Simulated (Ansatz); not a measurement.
# Single-point calculation of Mg6O7 (part 2 of 2)

Mg6O7 (slab, 13 atoms in the cell); DFT r2SCAN, scalar-relativistic, plane waves, PAW, no spin polarisation (Ansatz 0.2.0); cutoff 500 eV, 9×9×1 k-mesh, Gaussian smearing of 0.05 eV. The structure derives from an entry of the Crystallography Open Database. It belongs to a series of runs on one base structure; here: repeats removed: -1.

Geometry of the input (Å; fractional positions):
```
2.9728  0.0000  0.0000
-1.4864  2.5745  0.0000
0.0000  0.0000  29.5638
O  0.3333  0.6667  0.2537
Mg 0.6667  0.3333  0.2947
O  0.0000  0.0000  0.3358
Mg 0.3333  0.6667  0.3768
O  0.6667  0.3333  0.4179
Mg 0.0000  0.0000  0.4589
O  0.3333  0.6667  0.5000
Mg 0.6667  0.3333  0.5411
O  0.0000  0.0000  0.5821
Mg 0.3333  0.6667  0.6232
O  0.6667  0.3333  0.6642
Mg 0.0000  0.0000  0.7053
O  0.3333  0.6667  0.7463
```

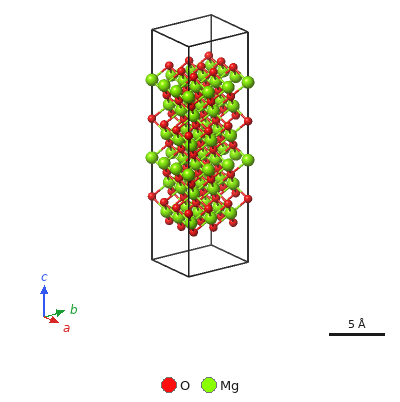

Figure 1. The input geometry (ball-and-stick view of the 3 × 3 repeat of the cell, with the vacuum cut short, seen slightly off an axis).

```
WARN: The output density's exchange-correlation potential varies sharply where the density is thin. Do not read a vacuum level from v_tot or v_xc, or from such a field of the output density. On a cell that repeats whose density bears no net charge and no dipole along the vacuum's axis use v_es (v_loc + v_h of the components); under efield.dipole_correction with no amplitude use v_es + v_field, which holds any external_charges[].barrier, or the levels of the report's work_function block, which leave it out; under a non-zero efield.amplitude the vacuum is tilted and has no level; on a cell that repeats and bears such a dipole with no correction it is tilted too, and efield.dipole_correction with no amplitude gives each side of its ramp a level where efield: is served; in a cell that repeats whose density bears a net charge (total_charge, or a fill off its count) it is curved and has none; of a slab under crystal.periodic whose density bears no net charge use v_es, which has a level on each side, short of where the two are joined; of another it falls or rises all the way out and has none; of a slab beside external_charges read slab_vacuum_level instead, which it has where they leave it neutral. The grid or the basis barely resolves most such structure, and the values can differ between equally converged runs; as a rule a tighter scf.convergence.dr2_threshold does not remove it. Where the density itself ripples (under the LDA too) a higher basis.ecutwfc lessens it. The files hold the spikes' plane waves up to the density's cutoff. Files: v_tot_of_output_density and the like, and their columns of v_z.tsv (output.write_potential); v_xc_of_output_density and the like, and their columns of v_comp_z.tsv (output.write_potential_components). Measured: with its Gaussian average of σ = 0.25 Å subtracted twice, the exchange-correlation potential is over 0.1 eV at 6000 of the grid points where the equally averaged density (valence and model cores) is under 1e-3 e/Å³, and 0.454 eV at the most among them, at an averaged density of 4.6e-9 e/Å³. The input density's (outcome.potential() and, of a run that writes arrays, v_tot and v_xc) is over 0.1 eV, so measured, at 81 points of its own thin density, 0.153 eV at the most. See output.write_potential in the manual, Limitations
SCF converged after 20 iterations
Free energy (F): -15551.095855 eV
Harris-Foulkes:  -15551.095855 eV  (|F-HF|=6.67e-9)
Internal energy: -15551.082320 eV  (E = F + TS)
E sigma→0 (E₀):  -15551.089087 eV
Entropy (-TS):   -0.013535 eV (-1.041 meV/atom)
Fermi energy:    -0.850619 eV
Dipole field:    D = -0.000058 V/Å  (p = -0.000073 e·Å, saw-weighted, corrected)
Work function:   Φ+ = 10.4563 eV   Φ− = 10.4546 eV
Levels:          The Fermi level and band energies are counted from a zero that moves with the ramp; work functions are not
--- Per-component energies (eV) ---
  E_band       = -2757.708611
  E_kinetic    = 1702.673174
  E_local      = -147777.272103  (includes V_loc(G=0)·N_el)
  E_nonlocal   = 904.125112
  E_hartree    = 71925.180925
  E_xc         = -686.755437
  E_vxc        = -992.707123  (∫ρ·V_xc dr)
  E_paw        = -2893.190447  (= ΣΔE_a)
  E_vpaw       = -510.587697  (= ΣTr[D̂ρ^β])
  E_aug_tail   = 0.007092  (compensation charges beyond the density's cutoff)
  E_vtau       = 65.643811  (kinetic-family band-sum trace: ∫τ·v_τ [+ j·A + Jᵃ·Aᵃ] dr)
  E_efield     = 0.000000  (sawtooth field / dipole correction)
  E_vefield    = 0.000000  (∫n·V_field dr)
  E_ewald      = 61274.530199
  E_core_change = -0.380835  (= ΣΔE_core)
  E_smearing   = -0.013535  (= −TS)
  E_closure    = -0.000000  (closes the sum)
  Σ components = -15551.095855   (vs F -15551.095855, Δ=0.00e0)
--- Forces (eV/Å), atoms counted from 1 ---
  atom   1  O      0.00000000     0.00000000     0.76580457
  atom   2  Mg    -0.00000000     0.00000000    -1.01682553
  atom   3  O      0.00000000     0.00000000     0.31971244
  atom   4  Mg    -0.00000000     0.00000000    -0.10629172
  atom   5  O      0.00000000     0.00000000     0.05412714
  atom   6  Mg    -0.00000000     0.00000000    -0.02240397
  atom   7  O      0.00000000     0.00000000     0.00000274
  atom   8  Mg     0.00000000    -0.00000000     0.02240023
  atom   9  O     -0.00000000     0.00000000    -0.05412364
  atom  10  Mg     0.00000000    -0.00000000     0.10629547
  atom  11  O     -0.00000000    -0.00000000    -0.31972189
  atom  12  Mg     0.00000000     0.00000000     1.01685428
  atom  13  O     -0.00000000     0.00000000    -0.76583744
  max |Σ_I F_I| component: 7.33e-6 eV/Å
--- Stress (GPa, compression-positive) ---
       -0.891682       0.000000       0.000000
        0.000000      -0.891682      -0.000000
        0.000000      -0.000000      -0.956687
  P = ⅓ Tr σ = -0.9134 GPa (-9.134 kbar)
--- Band table (eV; the first three rows and the last of 12) ---
  k-point 0: bands = ["-76.2042", "-76.2000", "-76.1238", "-76.1238", "-75.7124", "-75.7124", "-41.3553", "-41.3145", "-41.2912", "-41.2912", "-41.2871", "-41.2871", "-41.2469", "-41.2439", "-41.2109", "-41.2109", "-41.2109", "-41.2109", "-40.8226", "-40.8226", "-40.8043", "-40.8043", "-40.8043", "-40.8043", "-19.4420", "-19.1951", "-18.8925", "-18.5778", "-18.3363", "-17.5513", "-17.5493", "-5.6752", "-5.0069", "-4.1113", "-3.1007", "-2.1019", "-1.9231", "-1.9231", "-1.7625", "-1.7625", "-1.5822", "-1.5822", "-1.4110", "-1.4110", "-1.3238", "-1.3238", "-1.1206", "-0.9608", "-0.3898", "-0.3898", "-0.3897", "-0.3897", "4.7620", "5.6108", "6.5222", "7.2322", "7.5245", "8.9258", "8.9313", "9.7917", "10.2282", "10.9517", "12.0305", "12.4225"]
  k-point 1: bands = ["-76.2034", "-76.1995", "-76.1232", "-76.1232", "-75.7118", "-75.7118", "-41.3523", "-41.3151", "-41.2975", "-41.2946", "-41.2934", "-41.2883", "-41.2452", "-41.2430", "-41.2184", "-41.2183", "-41.2126", "-41.2126", "-40.8211", "-40.8211", "-40.8118", "-40.8118", "-40.8060", "-40.8060", "-19.3266", "-19.0894", "-18.8014", "-18.5052", "-18.2844", "-17.4959", "-17.4945", "-5.5210", "-4.9058", "-4.0980", "-3.2238", "-2.4534", "-2.3501", "-2.1369", "-2.0231", "-2.0121", "-1.8583", "-1.8506", "-1.6691", "-1.5879", "-1.4966", "-1.4085", "-1.0292", "-1.0000", "-0.7170", "-0.6999", "-0.4541", "-0.4541", "5.3788", "6.1431", "7.0125", "7.7460", "8.0866", "9.3153", "9.3269", "10.0874", "10.5071", "11.1967", "12.0660", "12.1589"]
  k-point 2: bands = ["-76.2015", "-76.1982", "-76.1216", "-76.1216", "-75.7101", "-75.7101", "-41.3451", "-41.3250", "-41.3139", "-41.3043", "-41.2988", "-41.2916", "-41.2421", "-41.2416", "-41.2366", "-41.2358", "-41.2168", "-41.2167", "-40.8310", "-40.8310", "-40.8172", "-40.8172", "-40.8102", "-40.8102", "-19.0152", "-18.8071", "-18.5617", "-18.3183", "-18.1554", "-17.3515", "-17.3509", "-5.1180", "-4.7152", "-4.2616", "-3.8137", "-3.4291", "-3.2855", "-3.1501", "-2.7192", "-2.2334", "-2.2268", "-2.0640", "-1.8805", "-1.8452", "-1.7057", "-1.6164", "-1.5137", "-1.4900", "-0.9406", "-0.9236", "-0.6129", "-0.6129", "6.6327", "7.2587", "8.0348", "8.7990", "9.2536", "10.2035", "10.2085", "10.8678", "10.9968", "11.3146", "11.7552", "11.8515"]
  k-point 11: bands = ["-76.1959", "-76.1959", "-76.1177", "-76.1177", "-75.7062", "-75.7062", "-41.3429", "-41.3395", "-41.3395", "-41.3264", "-41.3102", "-41.3102", "-41.2546", "-41.2546", "-41.2531", "-41.2531", "-41.2340", "-41.2337", "-40.8485", "-40.8485", "-40.8482", "-40.8482", "-40.8081", "-40.8081", "-18.0425", "-18.0169", "-18.0169", "-17.8835", "-17.8835", "-16.9676", "-16.9676", "-4.7647", "-4.7647", "-4.7554", "-4.4853", "-4.3767", "-4.3767", "-4.0003", "-4.0003", "-3.9862", "-3.7573", "-3.0200", "-3.0200", "-2.5195", "-2.5195", "-2.4537", "-2.1184", "-2.1184", "-1.7715", "-1.7715", "-0.9239", "-0.9225", "10.1648", "10.2044", "10.2044", "10.6368", "10.6369", "11.3266", "11.3631", "11.9483", "11.9711", "11.9711", "12.5343", "12.5343"]
```

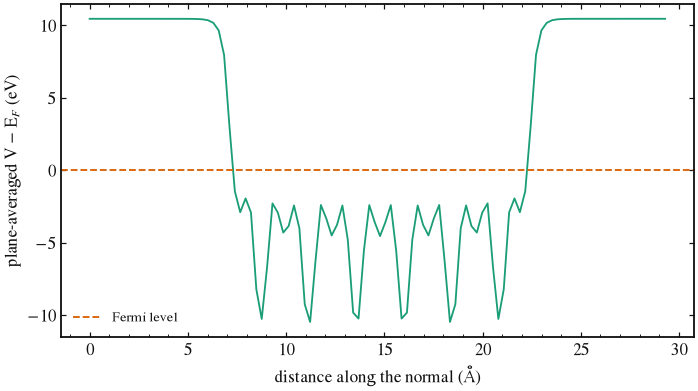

Figure 2. Plane average of the electrostatic potential energy of an electron across the cell, from the Fermi level. The vacuum level lies 10.46 eV above the Fermi level.

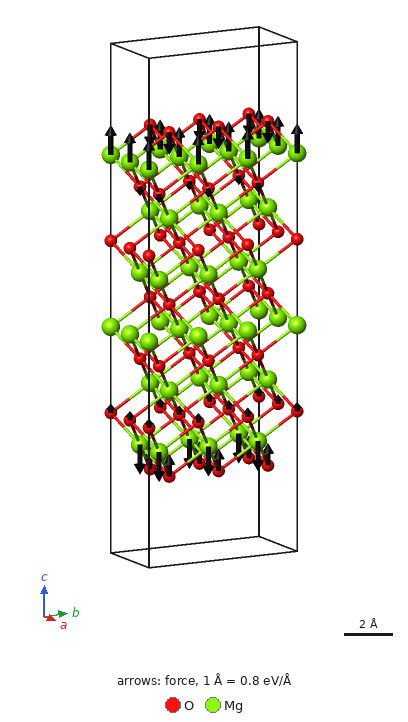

Figure 3. Forces on the atoms as black arrows (ball-and-stick view of the 2 × 3 repeat of the cell, with the vacuum cut short, seen slightly off an axis); the smallest are left out. The largest act on Mg2, Mg12 (1.02 eV/Å); O1, O13 (0.77 eV/Å); O3, O11 (0.32 eV/Å). Atoms are counted from 1 in the order of the input and aren't labelled in the picture. The geometry is not a stationary point of this energy.

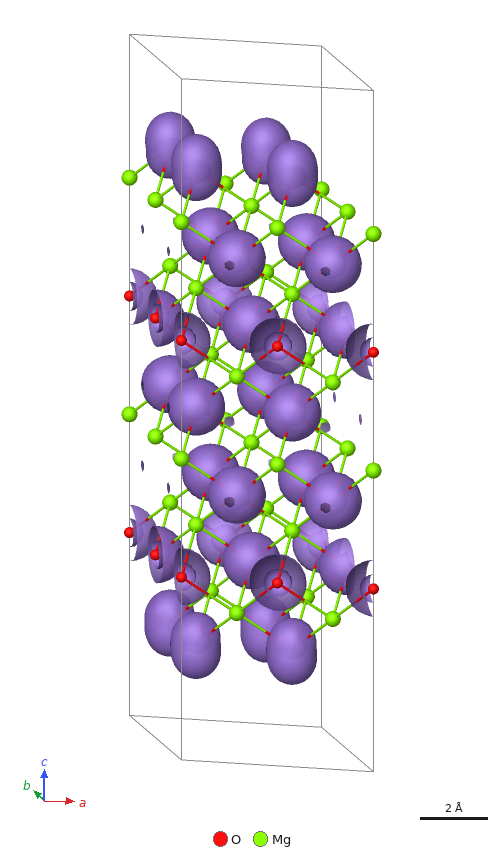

Figure 4. Isosurface of the electron localisation function at 0.75 (purple), seen slightly off an axis. Only the valence region is drawn (cores and ρ < 0.01 e/Å³ removed). Sticks mark near contacts. Counts are for one cell; the picture repeats the cell along the surface. Profiles from the grid: Mg–O (2.10 Å): the ELF is about 0.35 at the midpoint; a polar contact without a shared pair, in a metal. The fields are those of the smooth PAW valence density.

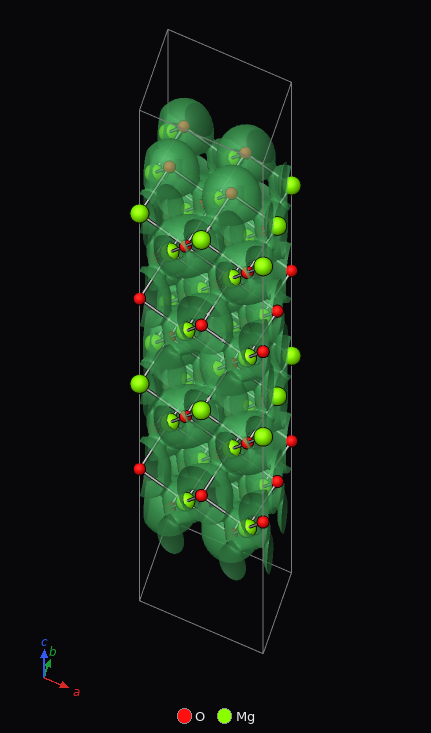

Figure 5. Isosurface of the valence pseudo-density at 0.2 e/Å³ (green), seen at an oblique angle. Sticks mark near contacts. At this value the density is joined into sheets; it holds about 90 % of the electrons treated as valence (semicore included). On the grid the lowest density along these lines, outside the cores, is 0.28 e/Å³ (Mg–O, 2.10 Å).

## Summary

```json
{"quantity": "outcome", "value": "converged"}
{"quantity": "electrons treated", "value": "102"}
{"quantity": "free energy", "value": "−15551.0959 eV"}
{"quantity": "work function, top face", "value": "10.46 eV"}
{"quantity": "work function, bottom face", "value": "10.45 eV"}
{"quantity": "Fermi energy", "value": "−0.851 eV"}
{"quantity": "gap on the k-point mesh", "value": "none (metallic)"}
{"quantity": "work function (upper face)", "value": "10.46 eV"}
{"quantity": "largest force (length of the vector)", "value": "1.017 eV/Å"}
{"quantity": "wall time", "value": "35 s"}
{"quantity": "peak memory", "value": "0.97 GiB"}
```

Warnings of the run: the exchange-correlation potential is rough where the density is thin.
